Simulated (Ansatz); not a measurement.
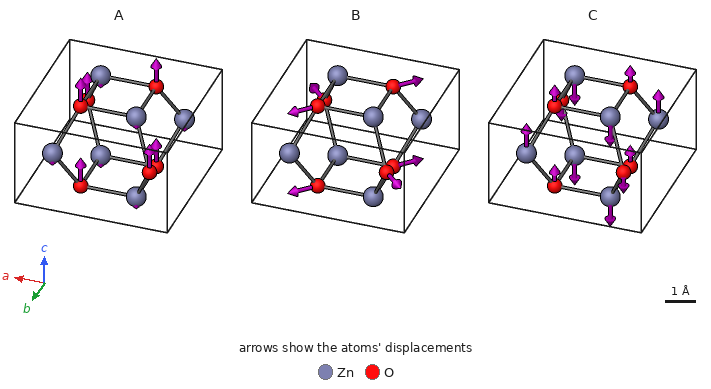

Modes of crystalline ZnO, space group P4₂/mnm (No. 136), at the zone centre. The purple arrows are the displacements of the atoms (eigenvector over the root of the mass), of arbitrary overall length and sign. A ball-and-stick model of the cell of the calculation, seen from a free direction.

The calculation used DFT PBEsol, scalar-relativistic, plane waves, PAW in Ansatz 0.2.0.

Frequencies are those without the non-analytic (LO–TO) term.

### Which are infrared-active and which Raman-active?

A is A₂u, infrared-active by symmetry (439 cm⁻¹). B is B₂g, Raman-active by symmetry (572 cm⁻¹). C is B₁u, silent by symmetry (neither infrared- nor Raman-active) (127 cm⁻¹). The crystal has a centre of inversion, so no mode is both.
